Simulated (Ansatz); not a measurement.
The structure in question:

```xyz
4
Lattice="3.2038 0.0000 0.0000 -1.6019 2.7746 0.0000 0.0000 0.0000 4.0439" Properties=species:S:1:pos:R:3 pbc="T T T"
Zn    1.6019    0.9249    1.0110
Zn    0.0000    1.8497    3.0329
O     1.6019    0.9249    3.0329
O     0.0000    1.8497    1.0110
```

Q: Interpret the file: composition, symmetry and coordination.

A: Its composition is ZnO. Its lattice is primitive hexagonal, its space group P6_3/mmc (No. 194). In the cell are 2 Zn, 2 O, which makes 2 formula units. Each Zn atom is coordinated by five O in a distorted trigonal bipyramidal arrangement at 1.85 to 2.02 Å. The coordination shell of O holds five Zn in a distorted trigonal bipyramidal arrangement at 1.85 to 2.02 Å. The bonds build a three-dimensional framework.

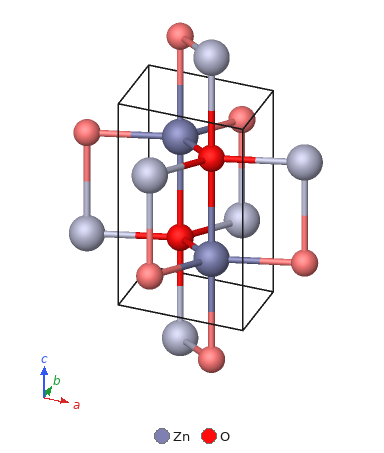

This ball-and-stick model is shown slightly off an axis. Thin lines show the conventional unit cell, with boundary atoms drawn in all their periodic places. Atoms of adjacent cells appear where they bond to atoms in the box, in fainter colours. Colours: zinc blue, oxygen red.

The cell started as a structure listed in the Materials Project. Earlier steps of the study, as a rule a relaxation of our own, may have changed the cell and positions, so they can lie some per cent off the listed ones. A calculation with Ansatz used it as input.

At this level of theory the run's own cell isn't at rest (compressed, at 60 GPa), so its distances can differ from those at equilibrium, the more so the softer the solid.
